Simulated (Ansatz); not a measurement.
# H$_{11}$NO$_{4}$: molecular dynamics (part 1 of 2)

System: H$_{11}$NO$_{4}$ (disordered cell, 16 atoms in the cell).
Method: DFT PBE, scalar-relativistic, plane waves, PAW, no spin polarisation (Ansatz 0.2.0).

It belongs to a series of runs on one base structure; here: dynamics from the last frame of the run before. Figures and captions count atoms from 1; the log counts them from 0 in places.

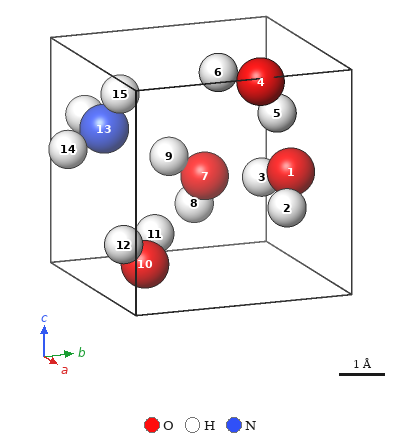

**Figure 1.** The input geometry (spheres-only view of the cell of the calculation, seen slightly off an axis; atoms are numbered from 1 in the order of the input).

**Input file**
```yaml
accuracy: low
crystal:
  lattice:
    - [5.23054, 0.0, 0.0]
    - [0.0, 5.23054, 0.0]
    - [0.0, 0.0, 5.23054]
  atoms:
    - { symbol: O, position: [0.68310335, 0.84318181, 0.48560052] }
    - { symbol: H, position: [0.79995097, 0.77962661, 0.35915139] }
    - { symbol: H, position: [0.50280233, 0.77909297, 0.42526625] }
    - { symbol: O, position: [0.90894061, 0.61347459, 0.96162714] }
    - { symbol: H, position: [0.87877545, 0.70229933, 0.80635492] }
    - { symbol: H, position: [0.78742566, 0.46603134, 0.98746889] }
    - { symbol: O, position: [0.24360504, 0.61760067, 0.38477495] }
    - { symbol: H, position: [0.12806889, 0.61519874, 0.23516629] }
    - { symbol: H, position: [0.20522032, 0.46770157, 0.47640689] }
    - { symbol: O, position: [0.55694271, 0.21729511, 0.10304086] }
    - { symbol: H, position: [0.43778886, 0.30976035, 0.2018739] }
    - { symbol: H, position: [0.63288817, 0.08820617, 0.22071178] }
    - { symbol: "N", position: [0.06338519, 0.22363408, 0.5885709] }
    - { symbol: H, position: [0.10951117, 0.03711269, 0.52504815] }
    - { symbol: H, position: [0.15357648, 0.26120923, 0.76060518] }
    - { symbol: H, position: [-0.13715983, 0.21305228, 0.60514988] }
basis:
  ecutwfc: 420.0
kpoints:
  mp_grid: { grid: [1, 1, 1] }
hamiltonian:
  xc: pbe
scf:
  occupations: { method: fermi_dirac, width: 0.05 }
  lower_state_search: "off"
md:
  timestep: 0.75
  n_steps: 400
  ensemble: nvt_nose_hoover
  temperature: 500.0
  initial_velocities: maxwell_boltzmann
  seed: 668628
  nose_hoover: { tau: 200.0, chain_length: 5 }
```

Launch command:
```bash
ansatz run input.yaml --threads 1 --pin off --max-ram 3072MiB --backend cpu --events-out ev --progress --plain --runs-dir out
```

**The program's output**
```
Warning: md: disabling space-group detection — thermal motion breaks the input geometry's symmetry, so no spatial operation reduces the k-mesh or symmetrises the density; time reversal is kept, so that k and −k are solved as one point where they differ and the mesh holds both, and exact exchange and, on two spinor components, a DFT+U term hold to it where the run has them: on two components no moment then forms, and a state that bears one, which a typed moment (crystal.atoms[].spin; refused beside efield: under a hybrid functional) reaches, can lie lower, under hf by electronvolts; crystal.symmetry.detect: false (a key that needs symmetry detection or time reversal refuses this as the deck is read) with time_reversal: false beside it drops time reversal too
Engine: ansatz 0.2.0, x86_64-unknown-linux-gnu
Pseudopotentials: kind: paw
Pseudopotential: O, paw, valence charge 6, recommended cutoff 420 eV (normal), O.paw.azcp
Pseudopotential: H, paw, valence charge 1, recommended cutoff 420 eV (normal), H.paw.azcp
Pseudopotential: N, paw, valence charge 5, recommended cutoff 420 eV (normal), N.paw.azcp
Functional definition: PBE
  parameter kappa = 0.804
  parameter beta = 0.06672455060314922
  exchange = pbe_x(kappa = kappa, mu = beta*pi^2/3)
  correlation = pbe_c(beta = beta)
Crystal: 16 atoms, lattice volume = 143.100 Å³
Basis set: ecut = 420 eV, 2801 PW (Γ), exchange–correlation on 72×72×72 points (8 copies of the dense FFT grid, shifted against one another)
Bands: 36, of which v1, the nominal top of the filled ones, is band 20 counted from 1 (19 counted from 0)
Symmetry: 1 space group operations
k-points: 1
Non-local potential: O, projectors of the file, l = 0: 2, l = 1: 2, l = 2: 1
Non-local potential: H, projectors of the file, l = 0: 2, l = 1: 1
Non-local potential: N, projectors of the file, l = 0: 2, l = 1: 2, l = 2: 1
PAW form: soft (Blöchl's): semilocal exchange-correlation on the pseudo side does not see the compensation charge
PAW one-centre angular grid: O, 110 points (default); XC on 64 Gauss nodes
PAW one-centre angular grid: H, 110 points (default); XC on 64 Gauss nodes
PAW one-centre angular grid: N, 110 points (default); XC on 64 Gauss nodes
Initial density: superposition of atomic densities (neutral atoms: chi_scale 0, normalization atom), corrected by the library's trained network
Initial wavefunctions: pseudopotential atomic-orbital guess
Functional: x = pbe(κ = 0.804, μ = 0.2195149727645171), c = pbe(β = 0.06672455060314922)
SCF iter   1: F=—  HF=-2830.628246 eV  |F-HF|=—  |Δ(HF+E_count)|=         —  Δρ=4.89e-3  dr2=3.10e-2  ethr=1.77e-3  ⟨swp⟩=6.0  Hψ=178  notcnv=0  defer=3
preconditioner: auto → Resta (q_TF=auto, 2.206 Å⁻¹)  ε∞=2.2  [insulator: Δε(μ)=4.450 eV  Ē_g=17.902 eV  σ=0.050 eV  W_gap=1.00  n_scr=26 (ndim 8)  ℏωp=19.6 eV  f_vac=0.224  D(μ)=0.00/eV (n_scr^D=0)  ε∞_Penn≈2.2]
SCF iter   2: F=—  HF=-2830.617177 eV  |F-HF|=—  |Δ(HF+E_count)|=   1.11e-2  Δρ=2.37e-3  dr2=5.12e-3  ethr=7.76e-5  ⟨swp⟩=2.0  Hψ=63  notcnv=0  defer=8
SCF iter   3: F=—  HF=-2830.614748 eV  |F-HF|=—  |Δ(HF+E_count)|=   2.43e-3  Δρ=9.57e-4  dr2=1.37e-3  ethr=1.28e-5  ⟨swp⟩=2.0  Hψ=39  notcnv=0  defer=8
SCF iter   4: F=—  HF=-2830.614057 eV  |F-HF|=—  |Δ(HF+E_count)|=   6.91e-4  Δρ=2.97e-4  dr2=1.15e-4  ethr=3.43e-6  ⟨swp⟩=2.0  Hψ=47  notcnv=0  defer=8
SCF iter   5: F=—  HF=-2830.614029 eV  |F-HF|=—  |Δ(HF+E_count)|=   2.82e-5  Δρ=1.19e-4  dr2=1.67e-5  ethr=2.89e-7  ⟨swp⟩=2.0  Hψ=48  notcnv=0  defer=8
SCF iter   6: F=—  HF=-2830.614049 eV  |F-HF|=—  |Δ(HF+E_count)|=   2.09e-5  Δρ=2.44e-5  dr2=8.01e-7  ethr=4.16e-8  ⟨swp⟩=2.0  Hψ=44  notcnv=0  defer=8
SCF iter   7: F=—  HF=-2830.614043 eV  |F-HF|=—  |Δ(HF+E_count)|=   6.27e-6  Δρ=1.46e-5  dr2=2.20e-7  ethr=2.00e-9  ⟨swp⟩=2.0  Hψ=48  notcnv=0  defer=8
SCF iter   8: F=-2830.614043 eV  HF=-2830.614043 eV  |F-HF|=6.94e-9  |Δ(HF+E_count)|=   7.22e-8  Δρ=3.03e-6  dr2=1.10e-8  ethr=4.00e-11  ⟨swp⟩=4.0  Hψ=131  notcnv=0
SCF 1 converged in 8 iterations: F = -2830.614043 eV  dr2 = 1.10e-8
  greatest PAW one-centre occupation: 0.865 electrons in one spin orbital (limit 2), on the O atom at site 9 (counted from 0), in its partial waves of l = 0
md step     0: t =     0.00 fs  T =   500.0 K  F+E_penalty+E_count = -2830.61404309 eV  E_kin = 0.969450 eV  conserved = -2829.64459310 eV  (8 SCF iters)
Initial density: handed on by an earlier stage of this run
Initial wavefunctions: those handed on with the density
iter 1 solved again at ethr=7.68e-5 eV; its pass at ethr=3.10e-3 eV (dr2=3.07e-2 eV) is discarded
SCF iter   1: F=—  HF=-2830.639623 eV  |F-HF|=—  |Δ(HF+E_count)|=         —  Δρ=6.01e-3  dr2=3.12e-2  ethr=7.68e-5  ⟨swp⟩=3.0  Hψ=164  notcnv=0
preconditioner: auto → Resta (q_TF=auto, 2.206 Å⁻¹)  ε∞=2.2  [insulator: Δε(μ)=4.156 eV  Ē_g=17.716 eV  σ=0.050 eV  W_gap=1.00  n_scr=26 (ndim 8)  ℏωp=19.6 eV  f_vac=0.231  D(μ)=0.00/eV (n_scr^D=0)  ε∞_Penn≈2.2]
SCF iter   2: F=—  HF=-2830.632545 eV  |F-HF|=—  |Δ(HF+E_count)|=   7.08e-3  Δρ=2.27e-3  dr2=2.77e-3  ethr=7.68e-5  ⟨swp⟩=2.0  Hψ=68  notcnv=0
SCF iter   3: F=—  HF=-2830.632460 eV  |F-HF|=—  |Δ(HF+E_count)|=   8.58e-5  Δρ=1.04e-3  dr2=5.75e-4  ethr=6.93e-6  ⟨swp⟩=2.0  Hψ=46  notcnv=0
SCF iter   4: F=—  HF=-2830.632563 eV  |F-HF|=—  |Δ(HF+E_count)|=   1.04e-4  Δρ=2.11e-4  dr2=5.13e-5  ethr=1.44e-6  ⟨swp⟩=3.0  Hψ=63  notcnv=0
SCF iter   5: F=—  HF=-2830.632574 eV  |F-HF|=—  |Δ(HF+E_count)|=   1.10e-5  Δρ=7.79e-5  dr2=8.16e-6  ethr=1.28e-7  ⟨swp⟩=2.0  Hψ=53  notcnv=0
SCF iter   6: F=—  HF=-2830.632585 eV  |F-HF|=—  |Δ(HF+E_count)|=   1.07e-5  Δρ=1.81e-5  dr2=5.92e-7  ethr=2.04e-8  ⟨swp⟩=3.0  Hψ=54  notcnv=0
SCF iter   7: F=—  HF=-2830.632585 eV  |F-HF|=—  |Δ(HF+E_count)|=   2.80e-7  Δρ=7.35e-6  dr2=5.95e-8  ethr=1.48e-9  ⟨swp⟩=2.0  Hψ=47  notcnv=0
SCF iter   8: F=-2830.632585 eV  HF=-2830.632585 eV  |F-HF|=1.65e-9  |Δ(HF+E_count)|=   5.90e-9  Δρ=1.84e-6  dr2=3.80e-9  ethr=4.00e-11  ⟨swp⟩=5.0  Hψ=109  notcnv=0
SCF 2 converged in 8 iterations: F = -2830.632585 eV  dr2 = 3.80e-9
  greatest PAW one-centre occupation: 0.864 electrons in one spin orbital (limit 2), on the O atom at site 9 (counted from 0), in its partial waves of l = 0
md step     1: t =     0.75 fs  T =   508.9 K  F+E_penalty+E_count = -2830.63258526 eV  E_kin = 0.986777 eV  conserved = -2829.64580863 eV  (8 SCF iters)
[... from here on the SCF iterations and repeated set-up lines of each step are left out, up to the last step ...]
md step     2: t =     1.50 fs  T =   521.3 K  F+E_penalty+E_count = -2830.65616134 eV  E_kin = 1.010666 eV  conserved = -2829.64549445 eV  (8 SCF iters)
md step     3: t =     2.25 fs  T =   535.4 K  F+E_penalty+E_count = -2830.68263098 eV  E_kin = 1.038020 eV  conserved = -2829.64460826 eV  (8 SCF iters)
md step     4: t =     3.00 fs  T =   553.1 K  F+E_penalty+E_count = -2830.71772925 eV  E_kin = 1.072496 eV  conserved = -2829.64522655 eV  (8 SCF iters)
md step     5: t =     3.75 fs  T =   567.6 K  F+E_penalty+E_count = -2830.74784963 eV  E_kin = 1.100452 eV  conserved = -2829.64738403 eV  (6 SCF iters)
md step     6: t =     4.50 fs  T =   563.1 K  F+E_penalty+E_count = -2830.74072542 eV  E_kin = 1.091854 eV  conserved = -2829.64884643 eV  (5 SCF iters)
md step     7: t =     5.25 fs  T =   532.3 K  F+E_penalty+E_count = -2830.67884924 eV  E_kin = 1.031980 eV  conserved = -2829.64682873 eV  (5 SCF iters)
md step     8: t =     6.00 fs  T =   492.7 K  F+E_penalty+E_count = -2830.59723192 eV  E_kin = 0.955294 eV  conserved = -2829.64188220 eV  (5 SCF iters)
md step     9: t =     6.75 fs  T =   480.0 K  F+E_penalty+E_count = -2830.57015965 eV  E_kin = 0.930690 eV  conserved = -2829.63939923 eV  (5 SCF iters)
md step    10: t =     7.50 fs  T =   510.5 K  F+E_penalty+E_count = -2830.63293133 eV  E_kin = 0.989826 eV  conserved = -2829.64302115 eV  (8 SCF iters)
md step    11: t =     8.25 fs  T =   558.9 K  F+E_penalty+E_count = -2830.73232114 eV  E_kin = 1.083644 eV  conserved = -2829.64857767 eV  (6 SCF iters)
md step    12: t =     9.00 fs  T =   584.7 K  F+E_penalty+E_count = -2830.78411919 eV  E_kin = 1.133592 eV  conserved = -2829.65040704 eV  (5 SCF iters)
md step    13: t =     9.75 fs  T =   571.1 K  F+E_penalty+E_count = -2830.75558652 eV  E_kin = 1.107304 eV  conserved = -2829.64813662 eV  (5 SCF iters)
md step    14: t =    10.50 fs  T =   532.3 K  F+E_penalty+E_count = -2830.67682692 eV  E_kin = 1.032110 eV  conserved = -2829.64454272 eV  (5 SCF iters)
md step    15: t =    11.25 fs  T =   494.8 K  F+E_penalty+E_count = -2830.60160727 eV  E_kin = 0.959415 eV  conserved = -2829.64198991 eV  (5 SCF iters)
md step    16: t =    12.00 fs  T =   478.8 K  F+E_penalty+E_count = -2830.56984560 eV  E_kin = 0.928250 eV  conserved = -2829.64136648 eV  (5 SCF iters)
md step    17: t =    12.75 fs  T =   489.1 K  F+E_penalty+E_count = -2830.59134494 eV  E_kin = 0.948356 eV  conserved = -2829.64273373 eV  (5 SCF iters)
md step    18: t =    13.50 fs  T =   514.8 K  F+E_penalty+E_count = -2830.64411505 eV  E_kin = 0.998089 eV  conserved = -2829.64574424 eV  (5 SCF iters)
md step    19: t =    14.25 fs  T =   532.9 K  F+E_penalty+E_count = -2830.68224813 eV  E_kin = 1.033143 eV  conserved = -2829.64879513 eV  (5 SCF iters)
md step    20: t =    15.00 fs  T =   522.8 K  F+E_penalty+E_count = -2830.66297523 eV  E_kin = 1.013651 eV  conserved = -2829.64898436 eV  (8 SCF iters)
md step    21: t =    15.75 fs  T =   486.4 K  F+E_penalty+E_count = -2830.58882816 eV  E_kin = 0.943174 eV  conserved = -2829.64528475 eV  (5 SCF iters)
md step    22: t =    16.50 fs  T =   451.5 K  F+E_penalty+E_count = -2830.51770008 eV  E_kin = 0.875482 eV  conserved = -2829.64182106 eV  (5 SCF iters)
md step    23: t =    17.25 fs  T =   443.1 K  F+E_penalty+E_count = -2830.50237704 eV  E_kin = 0.859117 eV  conserved = -2829.64283982 eV  (5 SCF iters)
md step    24: t =    18.00 fs  T =   456.3 K  F+E_penalty+E_count = -2830.53152010 eV  E_kin = 0.884699 eV  conserved = -2829.64637944 eV  (5 SCF iters)
md step    25: t =    18.75 fs  T =   466.1 K  F+E_penalty+E_count = -2830.55335118 eV  E_kin = 0.903754 eV  conserved = -2829.64913702 eV  (5 SCF iters)
md step    26: t =    19.50 fs  T =   452.0 K  F+E_penalty+E_count = -2830.52612787 eV  E_kin = 0.876393 eV  conserved = -2829.64925710 eV  (5 SCF iters)
md step    27: t =    20.25 fs  T =   414.7 K  F+E_penalty+E_count = -2830.45023274 eV  E_kin = 0.804041 eV  conserved = -2829.64569976 eV  (5 SCF iters)
md step    28: t =    21.00 fs  T =   380.6 K  F+E_penalty+E_count = -2830.37961825 eV  E_kin = 0.738008 eV  conserved = -2829.64110879 eV  (5 SCF iters)
md step    29: t =    21.75 fs  T =   381.8 K  F+E_penalty+E_count = -2830.38095042 eV  E_kin = 0.740267 eV  conserved = -2829.64017760 eV  (5 SCF iters)
md step    30: t =    22.50 fs  T =   424.4 K  F+E_penalty+E_count = -2830.46710166 eV  E_kin = 0.822908 eV  conserved = -2829.64368889 eV  (8 SCF iters)
md step    31: t =    23.25 fs  T =   482.5 K  F+E_penalty+E_count = -2830.58432841 eV  E_kin = 0.935502 eV  conserved = -2829.64832559 eV  (6 SCF iters)
md step    32: t =    24.00 fs  T =   520.1 K  F+E_penalty+E_count = -2830.65964557 eV  E_kin = 1.008457 eV  conserved = -2829.65069389 eV  (5 SCF iters)
md step    33: t =    24.75 fs  T =   518.2 K  F+E_penalty+E_count = -2830.65438063 eV  E_kin = 1.004741 eV  conserved = -2829.64915080 eV  (5 SCF iters)
md step    34: t =    25.50 fs  T =   487.1 K  F+E_penalty+E_count = -2830.59008431 eV  E_kin = 0.944533 eV  conserved = -2829.64506609 eV  (5 SCF iters)
md step    35: t =    26.25 fs  T =   455.7 K  F+E_penalty+E_count = -2830.52665062 eV  E_kin = 0.883519 eV  conserved = -2829.64265195 eV  (5 SCF iters)
md step    36: t =    27.00 fs  T =   442.0 K  F+E_penalty+E_count = -2830.50136607 eV  E_kin = 0.857049 eV  conserved = -2829.64384348 eV  (5 SCF iters)
md step    37: t =    27.75 fs  T =   441.0 K  F+E_penalty+E_count = -2830.50092941 eV  E_kin = 0.855008 eV  conserved = -2829.64545738 eV  (5 SCF iters)
md step    38: t =    28.50 fs  T =   441.6 K  F+E_penalty+E_count = -2830.50196077 eV  E_kin = 0.856199 eV  conserved = -2829.64530946 eV  (5 SCF iters)
md step    39: t =    29.25 fs  T =   442.2 K  F+E_penalty+E_count = -2830.50269546 eV  E_kin = 0.857451 eV  conserved = -2829.64480665 eV  (5 SCF iters)
md step    40: t =    30.00 fs  T =   445.1 K  F+E_penalty+E_count = -2830.50810793 eV  E_kin = 0.862950 eV  conserved = -2829.64473855 eV  (8 SCF iters)
md step    41: t =    30.75 fs  T =   450.4 K  F+E_penalty+E_count = -2830.51828431 eV  E_kin = 0.873337 eV  conserved = -2829.64454813 eV  (6 SCF iters)
md step    42: t =    31.50 fs  T =   458.8 K  F+E_penalty+E_count = -2830.53424798 eV  E_kin = 0.889605 eV  conserved = -2829.64426705 eV  (5 SCF iters)
md step    43: t =    32.25 fs  T =   470.7 K  F+E_penalty+E_count = -2830.55760716 eV  E_kin = 0.912639 eV  conserved = -2829.64461859 eV  (5 SCF iters)
md step    44: t =    33.00 fs  T =   482.6 K  F+E_penalty+E_count = -2830.58158816 eV  E_kin = 0.935647 eV  conserved = -2829.64561886 eV  (5 SCF iters)
md step    45: t =    33.75 fs  T =   487.6 K  F+E_penalty+E_count = -2830.59179886 eV  E_kin = 0.945372 eV  conserved = -2829.64613438 eV  (5 SCF iters)
md step    46: t =    34.50 fs  T =   483.2 K  F+E_penalty+E_count = -2830.58238172 eV  E_kin = 0.936950 eV  conserved = -2829.64516989 eV  (5 SCF iters)
md step    47: t =    35.25 fs  T =   477.3 K  F+E_penalty+E_count = -2830.56913468 eV  E_kin = 0.925478 eV  conserved = -2829.64342521 eV  (5 SCF iters)
md step    48: t =    36.00 fs  T =   481.5 K  F+E_penalty+E_count = -2830.57726795 eV  E_kin = 0.933526 eV  conserved = -2829.64354259 eV  (5 SCF iters)
md step    49: t =    36.75 fs  T =   493.7 K  F+E_penalty+E_count = -2830.60410010 eV  E_kin = 0.957182 eV  conserved = -2829.64675225 eV  (5 SCF iters)
md step    50: t =    37.50 fs  T =   493.3 K  F+E_penalty+E_count = -2830.60584985 eV  E_kin = 0.956437 eV  conserved = -2829.64928141 eV  (8 SCF iters)
md step    51: t =    38.25 fs  T =   466.0 K  F+E_penalty+E_count = -2830.55094033 eV  E_kin = 0.903609 eV  conserved = -2829.64723380 eV  (5 SCF iters)
md step    52: t =    39.00 fs  T =   427.7 K  F+E_penalty+E_count = -2830.47225690 eV  E_kin = 0.829349 eV  conserved = -2829.64284365 eV  (5 SCF iters)
md step    53: t =    39.75 fs  T =   409.8 K  F+E_penalty+E_count = -2830.43560627 eV  E_kin = 0.794577 eV  conserved = -2829.64100014 eV  (5 SCF iters)
md step    54: t =    40.50 fs  T =   426.9 K  F+E_penalty+E_count = -2830.47035102 eV  E_kin = 0.827758 eV  conserved = -2829.64260214 eV  (6 SCF iters)
md step    55: t =    41.25 fs  T =   468.4 K  F+E_penalty+E_count = -2830.55327648 eV  E_kin = 0.908103 eV  conserved = -2829.64522708 eV  (5 SCF iters)
md step    56: t =    42.00 fs  T =   513.7 K  F+E_penalty+E_count = -2830.64268872 eV  E_kin = 0.996032 eV  conserved = -2829.64676094 eV  (5 SCF iters)
md step    57: t =    42.75 fs  T =   548.9 K  F+E_penalty+E_count = -2830.71113350 eV  E_kin = 1.064345 eV  conserved = -2829.64694715 eV  (5 SCF iters)
md step    58: t =    43.50 fs  T =   569.6 K  F+E_penalty+E_count = -2830.75110816 eV  E_kin = 1.104408 eV  conserved = -2829.64691265 eV  (5 SCF iters)
```
